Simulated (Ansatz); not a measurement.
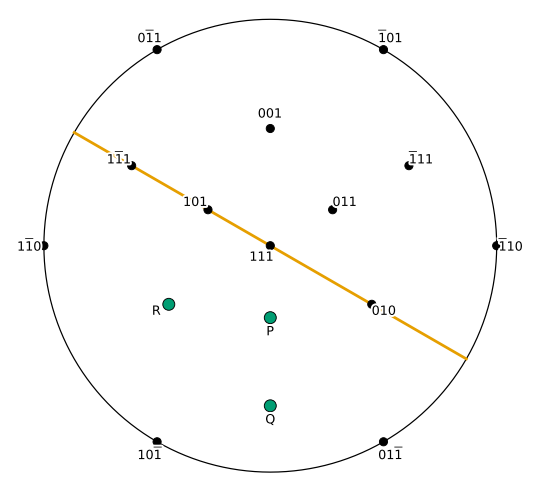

Stereographic projection of plane normals (upper hemisphere) centred on (1 1 1). Crystal: KBr, the end point of a relaxation with Ansatz, DFT, r2SCAN, plane waves, PAW; the starting structure was generated, so it need not be a known form of this composition. All values are computed from the atomic coordinates in the standard setting (tolerance 0.002 Å).

a = 7.377 Å, b = 7.377 Å, c = 7.377 Å, α = 90.00°, β = 90.00°, γ = 90.00°.

**Index the poles marked P, Q, R.**

P is (1 1 0), 35.3° from the centre; Q is (1 1 −1), 70.5° from the centre; R is (1 0 0), 54.7° from the centre.

**Which zone does the coloured great circle trace?**

The zone [1 0 −1]: its poles satisfy h − l = 0.

**What is the angle between the normals of (1 1 0) and (1 1 1), and what are their d_hkl = 1/|g|?**

35.3°; d = 5.216 Å and 4.259 Å.
